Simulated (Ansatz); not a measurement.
## Geometry relaxation of W21S43 (part 1 of 3)

W21S43 (defect cell, 64 atoms in the cell), computed with DFT PBE+D3(BJ), scalar-relativistic, plane waves, PAW, no spin polarisation (Ansatz 0.2.0).

The structure derives from a Materials Project entry. It belongs to a series of runs on one base structure; here: S interstitial, charge +0, atoms relaxed at the host's cell.

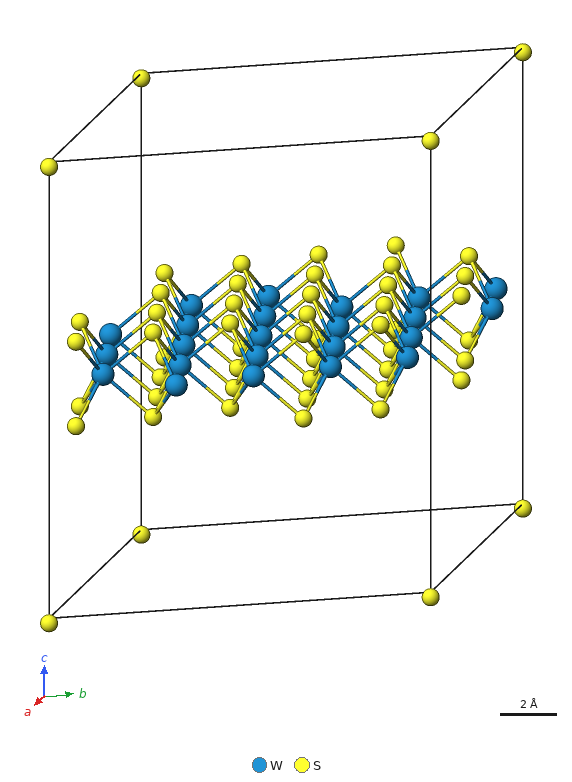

Fig. 1: The structure as given in the input (ball-and-stick view of the cell of the calculation, with the vacuum cut short, seen slightly off an axis).

### Input
```yaml
crystal:
  lattice:
    - [9.4791500826, -10.9455797038, 0.0]
    - [-14.2187251239, -2.7363949259, 0.0]
    - [0.0, 0.0, -16.939467192]
  atoms:
    - { symbol: W, position: [0.619047619, 0.8571428571, 0.0] }
    - { symbol: W, position: [0.380952381, 0.8095238095, 0.0] }
    - { symbol: W, position: [0.1428571429, 0.7619047619, 0.0] }
    - { symbol: W, position: [0.9047619048, 0.7142857143, 0.0] }
    - { symbol: W, position: [0.6666666667, 0.6666666667, 0.0] }
    - { symbol: W, position: [0.4285714286, 0.619047619, 0.0] }
    - { symbol: W, position: [0.1904761905, 0.5714285714, 0.0] }
    - { symbol: W, position: [0.9523809524, 0.5238095238, 0.0] }
    - { symbol: W, position: [0.7142857143, 0.4761904762, 0.0] }
    - { symbol: W, position: [0.4761904762, 0.4285714286, 0.0] }
    - { symbol: W, position: [0.2380952381, 0.380952381, 0.0] }
    - { symbol: W, position: [0.0, 0.3333333333, 0.0] }
    - { symbol: W, position: [0.7619047619, 0.2857142857, 0.0] }
    - { symbol: W, position: [0.5238095238, 0.2380952381, 0.0] }
    - { symbol: W, position: [0.2857142857, 0.1904761905, 0.0] }
    - { symbol: W, position: [0.0476190476, 0.1428571429, 0.0] }
    - { symbol: W, position: [0.8095238095, 0.0952380952, 0.0] }
    - { symbol: W, position: [0.5714285714, 0.0476190476, 0.0] }
    - { symbol: W, position: [0.3333333333, 0.0, 0.0] }
    - { symbol: W, position: [0.0952380952, 0.9523809524, 0.0] }
    - { symbol: W, position: [0.8571428571, 0.9047619048, 0.0] }
    - { symbol: S, position: [0.7142857143, 0.8095238095, 0.0930373795] }
    - { symbol: S, position: [0.4761904762, 0.7619047619, 0.0930373795] }
    - { symbol: S, position: [0.2380952381, 0.7142857143, 0.0930373795] }
    - { symbol: S, position: [0.0, 0.6666666667, 0.0930373795] }
    - { symbol: S, position: [0.7619047619, 0.619047619, 0.0930373795] }
    - { symbol: S, position: [0.5238095238, 0.5714285714, 0.0930373795] }
    - { symbol: S, position: [0.2857142857, 0.5238095238, 0.0930373795] }
    - { symbol: S, position: [0.0476190476, 0.4761904762, 0.0930373795] }
    - { symbol: S, position: [0.8095238095, 0.4285714286, 0.0930373795] }
    - { symbol: S, position: [0.5714285714, 0.380952381, 0.0930373795] }
    - { symbol: S, position: [0.3333333333, 0.3333333333, 0.0930373795] }
    - { symbol: S, position: [0.0952380952, 0.2857142857, 0.0930373795] }
    - { symbol: S, position: [0.8571428571, 0.2380952381, 0.0930373795] }
    - { symbol: S, position: [0.619047619, 0.1904761905, 0.0930373795] }
    - { symbol: S, position: [0.380952381, 0.1428571429, 0.0930373795] }
    - { symbol: S, position: [0.1428571429, 0.0952380952, 0.0930373795] }
    - { symbol: S, position: [0.9047619048, 0.0476190476, 0.0930373795] }
    - { symbol: S, position: [0.6666666667, 1.0, 0.0930373795] }
    - { symbol: S, position: [0.4285714286, 0.9523809524, 0.0930373795] }
    - { symbol: S, position: [0.1904761905, 0.9047619048, 0.0930373795] }
    - { symbol: S, position: [0.9523809524, 0.8571428571, 0.0930373795] }
    - { symbol: S, position: [0.7142857143, 0.8095238095, 0.9069626205] }
    - { symbol: S, position: [0.4761904762, 0.7619047619, 0.9069626205] }
    - { symbol: S, position: [0.2380952381, 0.7142857143, 0.9069626205] }
    - { symbol: S, position: [0.0, 0.6666666667, 0.9069626205] }
    - { symbol: S, position: [0.7619047619, 0.619047619, 0.9069626205] }
    - { symbol: S, position: [0.5238095238, 0.5714285714, 0.9069626205] }
    - { symbol: S, position: [0.2857142857, 0.5238095238, 0.9069626205] }
    - { symbol: S, position: [0.0476190476, 0.4761904762, 0.9069626205] }
    - { symbol: S, position: [0.8095238095, 0.4285714286, 0.9069626205] }
    - { symbol: S, position: [0.5714285714, 0.380952381, 0.9069626205] }
    - { symbol: S, position: [0.3333333333, 0.3333333333, 0.9069626205] }
    - { symbol: S, position: [0.0952380952, 0.2857142857, 0.9069626205] }
    - { symbol: S, position: [0.8571428571, 0.2380952381, 0.9069626205] }
    - { symbol: S, position: [0.619047619, 0.1904761905, 0.9069626205] }
    - { symbol: S, position: [0.380952381, 0.1428571429, 0.9069626205] }
    - { symbol: S, position: [0.1428571429, 0.0952380952, 0.9069626205] }
    - { symbol: S, position: [0.9047619048, 0.0476190476, 0.9069626205] }
    - { symbol: S, position: [0.6666666667, 1.0, 0.9069626205] }
    - { symbol: S, position: [0.4285714286, 0.9523809524, 0.9069626205] }
    - { symbol: S, position: [0.1904761905, 0.9047619048, 0.9069626205] }
    - { symbol: S, position: [0.9523809524, 0.8571428571, 0.9069626205] }
    - { symbol: S, position: [0.0, 0.0, 0.5] }
  host:
    lattice:
      - [3.1597166942, 0.0, 0.0]
      - [-1.5798583471, 2.7363949259, 0.0]
      - [0.0, 0.0, 16.939467192]
    atoms:
      - { symbol: W, position: [0.3333333333, 0.6666666667, 0.0] }
      - { symbol: S, position: [0.6666666667, 0.3333333333, 0.9069626205] }
      - { symbol: S, position: [0.6666666667, 0.3333333333, 0.0930373795] }
basis:
  ecutwfc: 420
  xc_grid: 2
kpoints:
  mp_grid: { grid: [1, 1, 1], shift: [0.0, 0.0, 0.0] }
hamiltonian:
  xc: pbe
  dispersion: d3bj
scf:
  occupations: { method: gaussian, width: 0.01 }
output:
  forces: true
  stress: false
  eigenvalues: true
  charged_corrections:
    defect_position: [0.0, 0.0, 0.5]
    epsilon: [[5.6101, 0.0, 0.0], [0.0, 5.6101, 0.0], [0.0, 0.0, 1.4325]]
relax:
  adjacent_minimum: "off"
  f_tol: 0.025
  max_steps: 45
```

Run as:
```bash
ansatz run input.yaml --threads 4 --pin off --max-ram 8192MiB --backend cpu --events-out ev --progress --plain --runs-dir out
```

### The program's output
```
Engine: ansatz 0.2.0, x86_64-unknown-linux-gnu
Pseudopotentials: kind: paw
Pseudopotential: W, paw, valence charge 14, recommended cutoff 420 eV (normal), W.paw.azcp
Pseudopotential: S, paw, valence charge 6, recommended cutoff 420 eV (normal), S.paw.azcp
Functional definition: PBE
  parameter kappa = 0.804
  parameter beta = 0.06672455060314922
  exchange = pbe_x(kappa = kappa, mu = beta*pi^2/3)
  correlation = pbe_c(beta = beta)
Crystal: 64 atoms, lattice volume = 3075.714 Å³
Basis set: ecut = 420 eV, 60117 PW (Γ), exchange–correlation on 200×200×240 points (8 copies of the dense FFT grid, shifted against one another)
Bands: 340, of which v1, the nominal top of the filled ones, is band 276 counted from 1 (275 counted from 0)
Symmetry: 6 space group operations
Space group: P-6 (ITA 174), of the structure as read, at distance tolerance 1.5e-4 Å
k-points: 1
Non-local potential: W, projectors of the file, l = 0: 3, l = 1: 2, l = 2: 2, l = 3: 1
Non-local potential: S, projectors of the file, l = 0: 2, l = 1: 2, l = 2: 2
PAW form: soft (Blöchl's): semilocal exchange-correlation on the pseudo side does not see the compensation charge
PAW one-centre angular grid: W, 590 points (default); XC on 64 Gauss nodes
PAW one-centre angular grid: S, 110 points (default); XC on 64 Gauss nodes
Initial density: superposition of atomic densities (neutral atoms: chi_scale 0, normalization atom), corrected by the library's trained network
Initial wavefunctions: pseudopotential atomic-orbital guess
Functional: x = pbe(κ = 0.804, μ = 0.2195149727645171), c = pbe(β = 0.06672455060314922)
SCF iter   1: F=—  HF=-256939.381582 eV  |F-HF|=—  |Δ(HF+E_count)|=         —  Δρ=1.04e-2  dr2=2.15e1  ethr=1.77e-3  ⟨swp⟩=8.0  Hψ=1383  notcnv=0  defer=49
preconditioner: auto → LDOS  [metal: Δε(μ)=0.000 eV  Ē_g=8.287 eV  σ=0.010 eV  W_gap=0.01  n_scr=454 (ndim 8)  ℏωp=13.1 eV  f_vac=0.596  D(μ)=225.66/eV (n_scr^D=2532)  β→1.0]
SCF iter   2: F=—  HF=-257033.197565 eV  |F-HF|=—  |Δ(HF+E_count)|=    9.38e1  Δρ=4.27e-2  dr2=3.74e2  ethr=1.77e-3  ⟨swp⟩=2.0  Hψ=461  notcnv=0  defer=53  recentre
SCF iter   3: F=—  HF=-256940.797044 eV  |F-HF|=—  |Δ(HF+E_count)|=    9.24e1  Δρ=2.28e-2  dr2=1.15e2  ethr=1.77e-3  ⟨swp⟩=3.0  Hψ=559  notcnv=0  defer=49
SCF iter   4: F=—  HF=-256955.993109 eV  |F-HF|=—  |Δ(HF+E_count)|=    1.52e1  Δρ=2.49e-2  dr2=1.33e2  ethr=1.77e-3  ⟨swp⟩=2.0  Hψ=392  notcnv=0  defer=52
SCF iter   5: F=—  HF=-256957.573162 eV  |F-HF|=—  |Δ(HF+E_count)|=    1.58e0  Δρ=2.49e-2  dr2=1.35e2  ethr=1.77e-3  ⟨swp⟩=1.0  Hψ=391  notcnv=0  defer=52
SCF iter   6: F=—  HF=-256965.674924 eV  |F-HF|=—  |Δ(HF+E_count)|=    8.10e0  Δρ=2.52e-2  dr2=1.44e2  ethr=1.77e-3  ⟨swp⟩=2.0  Hψ=289  notcnv=0  defer=52
SCF iter   7: F=—  HF=-256977.188436 eV  |F-HF|=—  |Δ(HF+E_count)|=    1.15e1  Δρ=2.65e-2  dr2=1.58e2  ethr=1.77e-3  ⟨swp⟩=2.0  Hψ=392  notcnv=0  defer=52
SCF iter   8: F=—  HF=-256971.289784 eV  |F-HF|=—  |Δ(HF+E_count)|=    5.90e0  Δρ=2.58e-2  dr2=1.51e2  ethr=1.77e-3  ⟨swp⟩=1.0  Hψ=391  notcnv=0  defer=52
SCF iter   9: F=—  HF=-256960.688472 eV  |F-HF|=—  |Δ(HF+E_count)|=    1.06e1  Δρ=2.48e-2  dr2=1.38e2  ethr=1.77e-3  ⟨swp⟩=2.0  Hψ=392  notcnv=0  defer=52
SCF iter  10: F=—  HF=-256938.105372 eV  |F-HF|=—  |Δ(HF+E_count)|=    2.26e1  Δρ=5.08e-3  dr2=1.61e0  ethr=1.77e-3  ⟨swp⟩=3.0  Hψ=543  notcnv=0  defer=49
SCF iter  11: F=—  HF=-256937.674559 eV  |F-HF|=—  |Δ(HF+E_count)|=   4.31e-1  Δρ=6.28e-3  dr2=1.27e0  ethr=2.91e-4  ⟨swp⟩=3.0  Hψ=587  notcnv=0  defer=55
SCF iter  12: F=—  HF=-256937.999453 eV  |F-HF|=—  |Δ(HF+E_count)|=   3.25e-1  Δρ=3.11e-3  dr2=9.96e-1  ethr=2.30e-4  ⟨swp⟩=3.0  Hψ=545  notcnv=0  defer=55
SCF iter  13: F=—  HF=-256937.776659 eV  |F-HF|=—  |Δ(HF+E_count)|=   2.23e-1  Δρ=2.33e-3  dr2=5.60e-1  ethr=1.81e-4  ⟨swp⟩=2.0  Hψ=542  notcnv=0  defer=55
SCF iter  14: F=—  HF=-256938.229469 eV  |F-HF|=—  |Δ(HF+E_count)|=   4.53e-1  Δρ=9.42e-3  dr2=1.99e1  ethr=1.01e-4  ⟨swp⟩=3.0  Hψ=547  notcnv=0  defer=55  recentre
SCF iter  15: F=—  HF=-256937.766983 eV  |F-HF|=—  |Δ(HF+E_count)|=   4.62e-1  Δρ=4.06e-3  dr2=8.45e-1  ethr=1.01e-4  ⟨swp⟩=3.0  Hψ=693  notcnv=0  defer=55
SCF iter  16: F=—  HF=-256937.768786 eV  |F-HF|=—  |Δ(HF+E_count)|=   1.80e-3  Δρ=9.15e-3  dr2=1.90e1  ethr=1.01e-4  ⟨swp⟩=3.0  Hψ=543  notcnv=0  defer=55  recentre
SCF iter  17: F=—  HF=-256937.585534 eV  |F-HF|=—  |Δ(HF+E_count)|=   1.83e-1  Δρ=1.51e-3  dr2=2.32e-1  ethr=1.01e-4  ⟨swp⟩=2.0  Hψ=394  notcnv=0  defer=55
SCF iter  18: F=—  HF=-256938.002738 eV  |F-HF|=—  |Δ(HF+E_count)|=   4.17e-1  Δρ=9.29e-3  dr2=1.95e1  ethr=4.20e-5  ⟨swp⟩=2.0  Hψ=433  notcnv=0  defer=55  recentre
SCF iter  19: F=—  HF=-256937.952859 eV  |F-HF|=—  |Δ(HF+E_count)|=   4.99e-2  Δρ=9.26e-3  dr2=1.93e1  ethr=4.20e-5  ⟨swp⟩=1.0  Hψ=391  notcnv=0  defer=55
SCF iter  20: F=—  HF=-256937.606429 eV  |F-HF|=—  |Δ(HF+E_count)|=   3.46e-1  Δρ=8.72e-3  dr2=2.07e0  ethr=4.20e-5  ⟨swp⟩=2.0  Hψ=436  notcnv=0  defer=55
SCF iter  21: F=—  HF=-256937.583800 eV  |F-HF|=—  |Δ(HF+E_count)|=   2.26e-2  Δρ=1.46e-3  dr2=2.24e-1  ethr=4.20e-5  ⟨swp⟩=1.0  Hψ=391  notcnv=0  defer=55
SCF iter  22: F=—  HF=-256937.619731 eV  |F-HF|=—  |Δ(HF+E_count)|=   3.59e-2  Δρ=9.09e-3  dr2=1.88e1  ethr=4.06e-5  ⟨swp⟩=1.0  Hψ=285  notcnv=0  defer=55  recentre
SCF iter  23: F=—  HF=-256937.624890 eV  |F-HF|=—  |Δ(HF+E_count)|=   5.16e-3  Δρ=9.09e-3  dr2=1.88e1  ethr=4.06e-5  ⟨swp⟩=1.0  Hψ=285  notcnv=0  defer=55
SCF iter  24: F=—  HF=-256937.578570 eV  |F-HF|=—  |Δ(HF+E_count)|=   4.63e-2  Δρ=1.52e-3  dr2=2.19e-1  ethr=4.06e-5  ⟨swp⟩=1.0  Hψ=285  notcnv=0  defer=55
SCF iter  25: F=—  HF=-256937.577263 eV  |F-HF|=—  |Δ(HF+E_count)|=   1.31e-3  Δρ=6.98e-4  dr2=1.07e-1  ethr=3.96e-5  ⟨swp⟩=1.0  Hψ=285  notcnv=0  defer=55
SCF iter  26: F=—  HF=-256937.580899 eV  |F-HF|=—  |Δ(HF+E_count)|=   3.64e-3  Δρ=4.20e-3  dr2=4.01e0  ethr=1.94e-5  ⟨swp⟩=1.0  Hψ=285  notcnv=0  defer=55  recentre
SCF iter  27: F=—  HF=-256937.580042 eV  |F-HF|=—  |Δ(HF+E_count)|=   8.57e-4  Δρ=3.65e-3  dr2=3.03e0  ethr=1.94e-5  ⟨swp⟩=1.0  Hψ=285  notcnv=0  defer=55
SCF iter  28: F=—  HF=-256937.578568 eV  |F-HF|=—  |Δ(HF+E_count)|=   1.47e-3  Δρ=1.05e-3  dr2=1.88e-1  ethr=1.94e-5  ⟨swp⟩=1.0  Hψ=285  notcnv=0  defer=55
SCF iter  29: F=—  HF=-256937.578116 eV  |F-HF|=—  |Δ(HF+E_count)|=   4.52e-4  Δρ=8.84e-4  dr2=1.73e-1  ethr=1.94e-5  ⟨swp⟩=1.0  Hψ=391  notcnv=0  defer=55
SCF iter  30: F=—  HF=-256937.577429 eV  |F-HF|=—  |Δ(HF+E_count)|=   6.87e-4  Δρ=7.39e-4  dr2=1.23e-1  ethr=1.94e-5  ⟨swp⟩=1.0  Hψ=285  notcnv=0  defer=55
SCF iter  31: F=—  HF=-256937.577090 eV  |F-HF|=—  |Δ(HF+E_count)|=   3.39e-4  Δρ=4.57e-4  dr2=4.66e-2  ethr=1.94e-5  ⟨swp⟩=1.0  Hψ=285  notcnv=0  defer=55
SCF iter  32: F=—  HF=-256937.576947 eV  |F-HF|=—  |Δ(HF+E_count)|=   1.43e-4  Δρ=2.37e-4  dr2=1.05e-2  ethr=8.44e-6  ⟨swp⟩=1.0  Hψ=285  notcnv=0  defer=55
SCF iter  33: F=—  HF=-256937.577913 eV  |F-HF|=—  |Δ(HF+E_count)|=   9.66e-4  Δρ=5.55e-4  dr2=7.03e-2  ethr=1.91e-6  ⟨swp⟩=1.0  Hψ=285  notcnv=0  defer=55
SCF iter  34: F=—  HF=-256937.577806 eV  |F-HF|=—  |Δ(HF+E_count)|=   1.07e-4  Δρ=9.42e-5  dr2=2.06e-3  ethr=1.91e-6  ⟨swp⟩=1.0  Hψ=285  notcnv=0  defer=55
SCF iter  35: F=—  HF=-256937.577805 eV  |F-HF|=—  |Δ(HF+E_count)|=   1.06e-6  Δρ=8.79e-5  dr2=1.78e-3  ethr=3.73e-7  ⟨swp⟩=2.0  Hψ=287  notcnv=0  defer=55
SCF iter  36: F=—  HF=-256937.577803 eV  |F-HF|=—  |Δ(HF+E_count)|=   2.86e-6  Δρ=4.57e-5  dr2=4.71e-4  ethr=3.22e-7  ⟨swp⟩=2.0  Hψ=287  notcnv=0  defer=55
SCF iter  37: F=-256937.577799 eV  HF=-256937.577800 eV  |F-HF|=9.14e-7  |Δ(HF+E_count)|=   2.17e-6  Δρ=2.59e-6  dr2=1.19e-6  ethr=2.83e-9  ⟨swp⟩=15.0  Hψ=1894  notcnv=0
smearing: bands 274 to 276 share 4.179 electrons (they would hold 4.000 with every lower band full and every higher one empty; bands counted from 0; each is filled to between 0.6951 and 0.6992 of a full level; at each k-point the levels lie within 8.4e-5 eV, against a smearing width of 0.0100 eV). These levels lie on atom 63 (counted from 0 in the run's list of atoms), on whose pseudo-atomic orbitals the least share of any combination of these levels is 0.999. The entropy term TS of this state is 0.0175 eV
SCF 1 converged in 37 iterations: F = -256937.577799 eV  dr2 = 1.19e-6
  greatest PAW one-centre occupation: 1.000 electrons in one spin orbital (limit 2), on the W atom at site 20 (counted from 0), in its partial waves of l = 0
```
